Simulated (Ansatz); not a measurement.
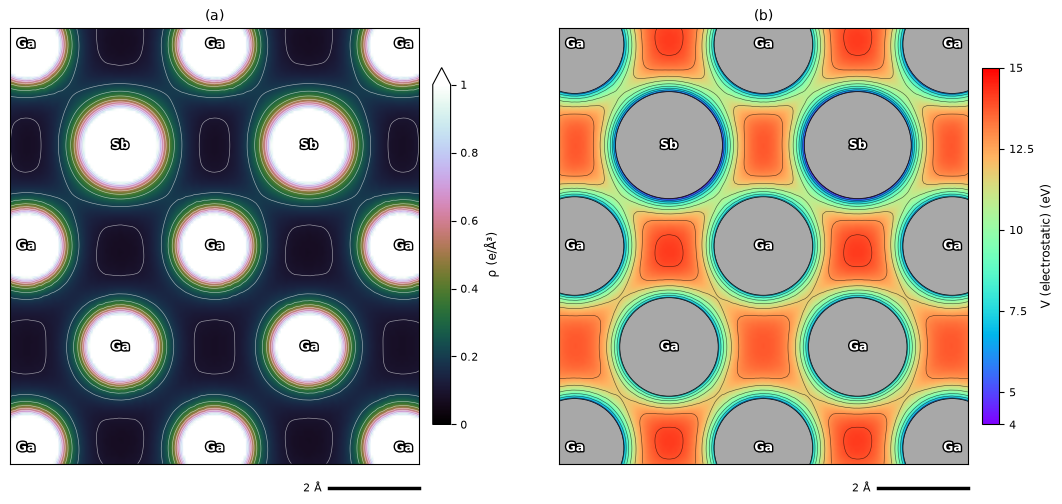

Figure 1: Ga3Sb. (a) valence charge density (pseudo); (b) electrostatic potential energy of an electron on the (010) plane of the conventional cell. Grey discs cover the atomic cores in the potential map.

Space group I4/mmm; a structure from a database of computed crystals, not necessarily the ambient phase.

The calculation used DFT PBEsol+D3(BJ), scalar-relativistic, plane waves, PAW (Ansatz 0.2.0).

Core electrons are frozen (PAW), and the valence fields are smoothed inside the atomic spheres.

Input

```
crystal:
  lattice:
    - [-2.158799, 2.158799, 4.760484]
    - [2.158799, -2.158799, 4.760484]
    - [2.158799, 2.158799, -4.760484]
  atoms:
    - { symbol: Ga, position: [0.75, 0.25, 0.5] }
    - { symbol: Ga, position: [0.25, 0.75, 0.5] }
    - { symbol: Ga, position: [0.5, 0.5, 0.0] }
    - { symbol: Sb, position: [0.0, 0.0, 0.0] }
basis:
  ecutwfc: 420
kpoints:
  mp_grid: { grid: [14, 14, 14] }
hamiltonian:
  xc: pbesol
  dispersion: d3bj
scf:
  occupations: { method: gaussian, width: 0.1 }
output:
  forces: true
  stress: true
  eigenvalues: true
  write_density: true
  write_potential: true
  elf: true
  volumetric_format: npy
relax:
  adjacent_minimum: "off"
  f_tol: 0.005
  max_steps: 80
  cell: { stress_tol: 0.05 }
```

Command:

```sh
ansatz run input.yaml --threads 1 --pin off --max-ram 2560MiB --backend cpu --events-out ev --progress --plain --runs-dir out
```

Below, planes, directions and counts refer to the conventional cell (a = 4.19 Å, b = 4.19 Å, c = 8.95 Å, α = 90.00°, β = 90.00°, γ = 90.00°).

The fields are those of the run's last geometry, not of the input's.

Q: Describe what can be read from this map.

A:
- The plane passes through Ga and Sb nuclei.
- Ga–Sb (3.06 Å): ρ at the midpoint is about 0.2 e/Å³.
- Between the atoms the lowest density in this plane is 0.07 e/Å³.
- Outside the cores the potential energy rises away from the atoms and is highest about 2.1 Å from the nearest atoms; its zero is arbitrary.

Q: Does the calculation give a band gap?

A: It is gapless in this calculation (a metal or semimetal).
